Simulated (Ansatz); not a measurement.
# Single-point calculation of FeCo3 (part 1 of 2)

The run: single-point calculation of FeCo3 (Pm-3m, 8 atoms in the cell). Method and program: DFT PBEsol, scalar-relativistic, plane waves, PAW, spin-polarised (Ansatz 0.2.0).

The structure derives from a Materials Project entry. It belongs to a series of runs on one base structure; here: antiferromagnetic, doubled cell, propagation vector (0, 0, 1/2). Figures and captions count atoms from 1; the log counts them from 0 in places.

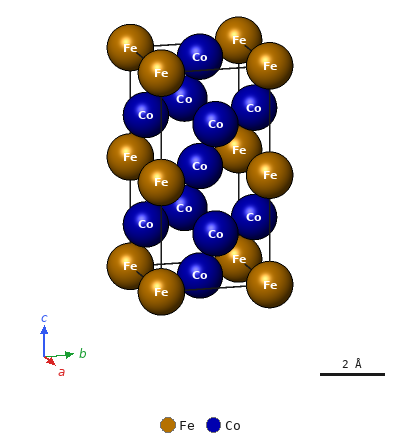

Fig. 1: The structure as given in the input (spheres-only view of the cell of the calculation, seen slightly off an axis). An atom can appear more than once, as a periodic image.

Input:
```yaml
crystal:
  lattice:
    - [3.53570262, 0.0, 0.0]
    - [0.0, 3.53570262, 0.0]
    - [0.0, 0.0, 7.07140524]
  atoms:
    - { symbol: Fe, position: [0.0, 0.0, 0.0], spin: 4.0 }
    - { symbol: Co, position: [0.5, 0.5, 0.0], spin: 3.0 }
    - { symbol: Co, position: [0.5, 0.0, 0.25], spin: 3.0 }
    - { symbol: Co, position: [0.0, 0.5, 0.25], spin: 3.0 }
    - { symbol: Fe, position: [0.0, 0.0, 0.5], spin: -4.0 }
    - { symbol: Co, position: [0.5, 0.5, 0.5], spin: -3.0 }
    - { symbol: Co, position: [0.5, 0.0, 0.75], spin: -3.0 }
    - { symbol: Co, position: [0.0, 0.5, 0.75], spin: -3.0 }
basis:
  ecutwfc: 420
kpoints:
  mp_grid: { grid: [12, 12, 6] }
hamiltonian:
  xc: pbesol
scf:
  occupations: { method: gaussian, width: 0.1 }
  lower_state_search: "off"
output:
  forces: true
  stress: true
  eigenvalues: true
  populations: true
magnetization:
  spin_polarized: true
```

Run on 1 thread of Intel Xeon @ 2.50GHz (Skylake/Cascade Lake), 192 GiB of memory available, shared host.

Launched with:
```bash
ansatz run input.yaml --threads 1 --pin off --max-ram 2560MiB --backend cpu --events-out ev --progress --plain --runs-dir out
```

What the program printed:
```
Engine: ansatz 0.2.0, x86_64-unknown-linux-gnu
Pseudopotentials: kind: paw
Pseudopotential: Fe, paw, valence charge 16, recommended cutoff 420 eV (normal), Fe.paw.azcp
Pseudopotential: Co, paw, valence charge 17, recommended cutoff 420 eV (normal), Co.paw.azcp
Functional definition: PBEsol
  exchange = pbesol_x
  correlation = pbesol_c
Crystal: 8 atoms, lattice volume = 88.401 Å³
Basis set: ecut = 420 eV, 1699 PW (Γ), exchange–correlation on 48×48×96 points (8 copies of the dense FFT grid, shifted against one another)
Bands: 96, of which v1, the nominal top of the filled ones, is band 67 counted from 1 (66 counted from 0)
Symmetry: 8 space group operations
Space group: P4mm (ITA 99), of the structure as read, at distance tolerance 4.5e-5 Å
Magnetic group: BNS 99.168 (UNI 828), of the structure as read, at distance tolerance 4.5e-5 Å
k-points: 112 of 864 (time reversal used)
Non-local potential: Fe, projectors of the file, l = 0: 3, l = 1: 2, l = 2: 3, l = 3: 1
Non-local potential: Co, projectors of the file, l = 0: 3, l = 1: 2, l = 2: 3, l = 3: 1
PAW form: soft (Blöchl's): semilocal exchange-correlation on the pseudo side does not see the compensation charge
PAW frozen core: Fe, regenerated for the run's functional, and the local potential with it (the file was generated under x = pbe(κ = 0.804, μ = 0.2195149727645171), c = pbe(β = 0.06672455060314922))
PAW frozen core: Co, regenerated for the run's functional, and the local potential with it (the file was generated under x = pbe(κ = 0.804, μ = 0.2195149727645171), c = pbe(β = 0.06672455060314922))
PAW one-centre angular grid: Fe, 590 points (default); XC on 64 Gauss nodes
PAW one-centre angular grid: Co, 590 points (default); XC on 64 Gauss nodes
Initial density: superposition of atomic densities (chi_scale 0.1, normalization cell)
Starting moments: Σ|m| = 26 μB on 8 of 8 sites
Starting magnetic order: antiferromagnet; a translation exchanges its spin sublattices: spin-degenerate at every k-point
Initial wavefunctions: pseudopotential atomic-orbital guess
Functional: x = pbesol(κ = 0.804, μ = 0.12345679012345678), c = pbesol(β = 0.046)
SCF iter   1: F=—  HF=-39452.319747 eV  |F-HF|=—  |Δ(HF+E_count)|=         —  Δρ=1.32e-1 (↑1.32e-1 ↓1.32e-1)  dr2=4.66e0  dr2_m=1.27e1  M=0.000 μB ∫|m|=16.903 μB  β_m=0.30  ethr=3.10e-3  ⟨swp⟩=4.4  Hψ=34376  notcnv=0  defer=737
Mixer restart at iter 1: flushing history
preconditioner: auto → Kerker (q_TF=auto, 2.924 Å⁻¹)  [metal: Δε(μ)=0.002 eV  Ē_g=10.576 eV  σ=0.100 eV  W_gap=0.01  n_scr=38 (ndim 8)  ℏωp=33.0 eV  f_vac=0.000  D(μ)=14.07/eV (n_scr^D=232)]
spin=Collinear: Kerker preconditioning applied to the charge; magnetization (m = ρ↑ − ρ↓) channel mixes plain (no charge-response kernel on spin).
spin-set hold released at iteration 1 (the charge has settled, or the pull on large starting moments outlasts its swing): the magnetisation degrees of freedom join the quasi-Newton model from the next iteration; the mixer history was flushed
SCF iter   2: F=—  HF=-39452.900721 eV  |F-HF|=—  |Δ(HF+E_count)|=   5.81e-1  Δρ=9.90e-2 (↑9.90e-2 ↓9.90e-2)  dr2=2.53e0  dr2_m=7.14e0  M=0.000 μB ∫|m|=16.341 μB  β_m=0.56  ethr=3.10e-3  ⟨swp⟩=2.0  Hψ=13553  notcnv=0  defer=2036
SCF iter   3: F=—  HF=-39455.365176 eV  |F-HF|=—  |Δ(HF+E_count)|=    2.46e0  Δρ=1.43e-1 (↑1.43e-1 ↓1.43e-1)  dr2=3.40e1  dr2_m=7.60e0  M=0.000 μB ∫|m|=14.752 μB  β_m=0.39  ethr=1.89e-3  ⟨swp⟩=3.0  Hψ=18268  notcnv=0  defer=2036  recentre
SCF iter   4: F=—  HF=-39454.943598 eV  |F-HF|=—  |Δ(HF+E_count)|=   4.22e-1  Δρ=1.03e-1 (↑1.03e-1 ↓1.03e-1)  dr2=1.67e1  dr2_m=3.71e0  M=0.000 μB ∫|m|=14.331 μB  β_m=0.42  ethr=1.89e-3  ⟨swp⟩=3.0  Hψ=21602  notcnv=0  defer=2028
SCF iter   5: F=—  HF=-39455.352732 eV  |F-HF|=—  |Δ(HF+E_count)|=   4.09e-1  Δρ=9.05e-2 (↑9.05e-2 ↓9.05e-2)  dr2=2.12e1  dr2_m=1.05e0  M=0.000 μB ∫|m|=12.521 μB  β_m=0.30  ethr=1.89e-3  ⟨swp⟩=3.0  Hψ=17056  notcnv=0  defer=2027
SCF iter   6: F=—  HF=-39454.651029 eV  |F-HF|=—  |Δ(HF+E_count)|=   7.02e-1  Δρ=2.87e-2 (↑2.87e-2 ↓2.87e-2)  dr2=1.93e0  dr2_m=1.43e-1  M=0.000 μB ∫|m|=12.137 μB  β_m=0.62  ethr=1.89e-3  ⟨swp⟩=2.0  Hψ=13338  notcnv=0  defer=2072
SCF iter   7: F=—  HF=-39454.606203 eV  |F-HF|=—  |Δ(HF+E_count)|=   4.48e-2  Δρ=1.16e-2 (↑1.16e-2 ↓1.16e-2)  dr2=2.18e-1  dr2_m=5.23e-2  M=0.000 μB ∫|m|=11.767 μB  β_m=0.80  ethr=1.44e-3  ⟨swp⟩=2.0  Hψ=9829  notcnv=0  defer=2074
SCF iter   8: F=—  HF=-39454.621095 eV  |F-HF|=—  |Δ(HF+E_count)|=   1.49e-2  Δρ=1.27e-2 (↑1.27e-2 ↓1.27e-2)  dr2=3.68e-1  dr2_m=2.88e-2  M=0.000 μB ∫|m|=11.488 μB  β_m=0.90  ethr=1.63e-4  ⟨swp⟩=2.0  Hψ=13293  notcnv=0  defer=2066
SCF iter   9: F=—  HF=-39454.613436 eV  |F-HF|=—  |Δ(HF+E_count)|=   7.66e-3  Δρ=5.62e-3 (↑5.62e-3 ↓5.62e-3)  dr2=5.33e-2  dr2_m=9.88e-3  M=0.000 μB ∫|m|=11.379 μB  β_m=0.75  ethr=1.63e-4  ⟨swp⟩=1.0  Hψ=9497  notcnv=0  defer=2063
SCF iter  10: F=—  HF=-39454.612953 eV  |F-HF|=—  |Δ(HF+E_count)|=   4.83e-4  Δρ=4.23e-3 (↑4.23e-3 ↓4.23e-3)  dr2=4.37e-2  dr2_m=3.32e-3  M=0.000 μB ∫|m|=11.276 μB  β_m=0.88  ethr=3.98e-5  ⟨swp⟩=2.0  Hψ=12575  notcnv=0  defer=2061
SCF iter  11: F=—  HF=-39454.613098 eV  |F-HF|=—  |Δ(HF+E_count)|=   1.45e-4  Δρ=3.81e-3 (↑3.81e-3 ↓3.81e-3)  dr2=2.92e-2  dr2_m=3.67e-3  M=0.000 μB ∫|m|=11.246 μB  β_m=0.94  ethr=3.26e-5  ⟨swp⟩=1.1  Hψ=10026  notcnv=0  defer=2038
SCF iter  12: F=—  HF=-39454.614154 eV  |F-HF|=—  |Δ(HF+E_count)|=   1.06e-3  Δρ=3.60e-3 (↑3.60e-3 ↓3.60e-3)  dr2=3.42e-2  dr2_m=2.47e-3  M=0.000 μB ∫|m|=11.233 μB  β_m=0.70  ethr=2.18e-5  ⟨swp⟩=1.3  Hψ=9390  notcnv=0  defer=2034
SCF iter  13: F=—  HF=-39454.612260 eV  |F-HF|=—  |Δ(HF+E_count)|=   1.89e-3  Δρ=8.54e-4 (↑8.54e-4 ↓8.54e-4)  dr2=7.34e-4  dr2_m=4.09e-4  M=0.000 μB ∫|m|=11.208 μB  β_m=0.85  ethr=2.18e-5  ⟨swp⟩=1.8  Hψ=10548  notcnv=0  defer=2034
SCF iter  14: F=—  HF=-39454.612384 eV  |F-HF|=—  |Δ(HF+E_count)|=   1.24e-4  Δρ=9.58e-4 (↑9.58e-4 ↓9.58e-4)  dr2=1.66e-3  dr2_m=2.98e-4  M=0.000 μB ∫|m|=11.194 μB  β_m=0.85  ethr=5.48e-7  ⟨swp⟩=1.9  Hψ=11852  notcnv=0  defer=2027
SCF iter  15: F=—  HF=-39454.612404 eV  |F-HF|=—  |Δ(HF+E_count)|=   1.98e-5  Δρ=7.02e-4 (↑7.02e-4 ↓7.02e-4)  dr2=1.06e-3  dr2_m=1.26e-4  M=0.000 μB ∫|m|=11.188 μB  β_m=0.90  ethr=5.48e-7  ⟨swp⟩=1.2  Hψ=8814  notcnv=0  defer=2027
SCF iter  16: F=—  HF=-39454.612392 eV  |F-HF|=—  |Δ(HF+E_count)|=   1.19e-5  Δρ=5.37e-4 (↑5.37e-4 ↓5.37e-4)  dr2=6.93e-4  dr2_m=4.20e-5  M=0.000 μB ∫|m|=11.179 μB  β_m=0.95  ethr=5.48e-7  ⟨swp⟩=1.2  Hψ=8792  notcnv=0  defer=2027
SCF iter  17: F=—  HF=-39454.612371 eV  |F-HF|=—  |Δ(HF+E_count)|=   2.07e-5  Δρ=2.56e-4 (↑2.56e-4 ↓2.56e-4)  dr2=1.56e-4  dr2_m=9.49e-6  M=0.000 μB ∫|m|=11.178 μB  β_m=0.97  ethr=5.17e-7  ⟨swp⟩=1.0  Hψ=8721  notcnv=0  defer=2027
SCF iter  18: F=—  HF=-39454.612377 eV  |F-HF|=—  |Δ(HF+E_count)|=   5.54e-6  Δρ=1.03e-4 (↑1.03e-4 ↓1.03e-4)  dr2=2.86e-5  dr2_m=1.56e-6  M=0.000 μB ∫|m|=11.176 μB  β_m=0.85  ethr=1.17e-7  ⟨swp⟩=1.0  Hψ=8754  notcnv=0  defer=2027
SCF iter  19: F=—  HF=-39454.612376 eV  |F-HF|=—  |Δ(HF+E_count)|=   4.03e-7  Δρ=5.51e-5 (↑5.51e-5 ↓5.51e-5)  dr2=7.52e-6  dr2_m=3.63e-7  M=0.000 μB ∫|m|=11.175 μB  β_m=0.92  ethr=2.14e-8  ⟨swp⟩=1.1  Hψ=8828  notcnv=0  defer=2027
SCF iter  20: F=—  HF=-39454.612376 eV  |F-HF|=—  |Δ(HF+E_count)|=   2.00e-7  Δρ=1.27e-5 (↑1.27e-5 ↓1.27e-5)  dr2=3.19e-7  dr2_m=3.38e-8  M=0.000 μB ∫|m|=11.175 μB  β_m=0.91  ethr=5.61e-9  ⟨swp⟩=1.0  Hψ=8722  notcnv=0  defer=2027
SCF iter  21: F=—  HF=-39454.612376 eV  |F-HF|=—  |Δ(HF+E_count)|=   2.52e-9  Δρ=1.06e-5 (↑1.06e-5 ↓1.06e-5)  dr2=2.48e-7  dr2_m=1.93e-8  M=0.000 μB ∫|m|=11.175 μB  β_m=0.89  ethr=2.38e-10  ⟨swp⟩=2.0  Hψ=11603  notcnv=0  defer=2027
SCF iter  22: F=-39454.612376 eV  HF=-39454.612376 eV  |F-HF|=8.94e-8  |Δ(HF+E_count)|=   2.80e-9  Δρ=6.52e-6 (↑6.52e-6 ↓6.52e-6)  dr2=9.27e-8  dr2_m=6.16e-9  M=0.000 μB ∫|m|=11.175 μB  ethr=7.46e-11  ⟨swp⟩=8.5  Hψ=53444  notcnv=0
SCF 1 converged in 22 iterations: F = -39454.612376 eV  dr2 = 9.27e-8
  greatest PAW one-centre occupation: 1.001 electrons in one spin orbital (limit 2), on the Fe atom at site 4 (counted from 0), in its partial waves of l = 1
```

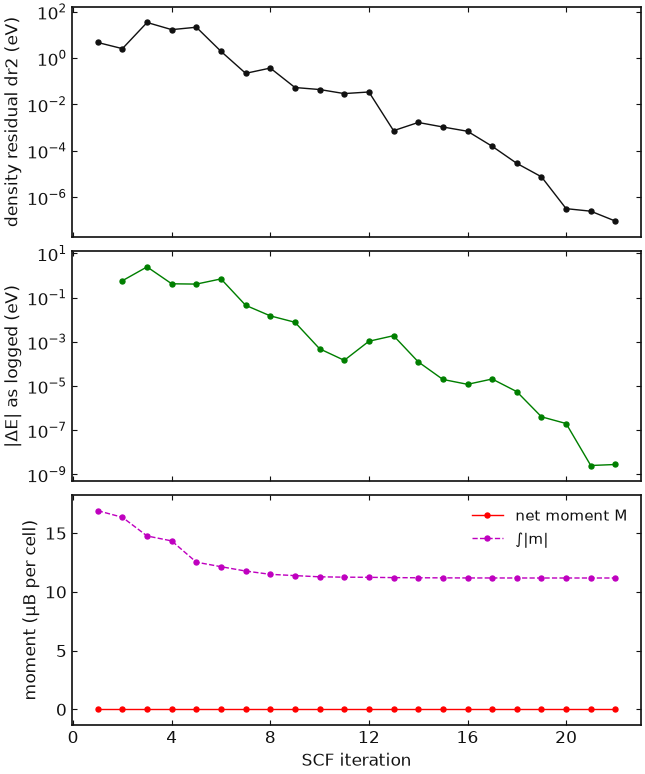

Fig. 2: Convergence of the self-consistent field: density residual dr2, size of the energy change and magnetic moment against the SCF iteration. The residual falls unevenly and jumps up by a factor of two or more 2 times on the way down. The net moment stays at 0.0 μB per cell.

```
SCF converged after 22 iterations
Magnetization: 0.0000 μB (67.0000 up, 67.0000 down)
Absolute magnetization: 11.1774 μB (∫|ρ↑−ρ↓|, with the PAW one-centre terms)
Spin contamination: 4.7421 ħ² per cell (⟨S²⟩ above its minimum at these occupations)
Per-site moments (μB) at R_I (Å): [(2.3974616709409524, 1.0312992107801802), (1.084811269280999, 1.0312992107801802), (0.9504744385821807, 1.0312992107801802), (0.9504744385821805, 1.0312992107801802), (-2.3974616709409524, 1.03129921078018), (-1.084811269280999, 1.03129921078018), (-0.9504744385821807, 1.03129921078018), (-0.9504744385821807, 1.03129921078018)]
Free energy (F): -39454.612376 eV
Harris-Foulkes:  -39454.612376 eV  (|F-HF|=8.94e-8)
Internal energy: -39454.552858 eV  (E = F + TS)
E sigma→0 (E₀):  -39454.582617 eV
Entropy (-TS):   -0.059518 eV (-7.440 meV/atom)
Fermi energy:    18.374768 eV
--- Per-component energies (eV) ---
  E_band       = -1918.573509
  E_kinetic    = 3422.604494
  E_local      = -21218.755556  (includes V_loc(G=0)·N_el)
  E_nonlocal   = 3169.045905
  E_hartree    = 8874.210172
  E_xc         = -1180.077050
  E_vxc        = -1529.062292  (∫ρ·V_xc dr)
  E_paw        = -11560.977358  (= ΣΔE_a)
  E_vpaw       = -3510.852783  (= ΣTr[D̂ρ^β])
  E_aug_tail   = 0.001962  (compensation charges beyond the density's cutoff)
  E_ewald      = -20962.094347
  E_core_change = 1.488919  (= ΣΔE_core)
  E_smearing   = -0.059518  (= −TS)
  E_closure    = -0.000000  (closes the sum)
  Σ components = -39454.612376   (vs F -39454.612376, Δ=0.00e0)
```
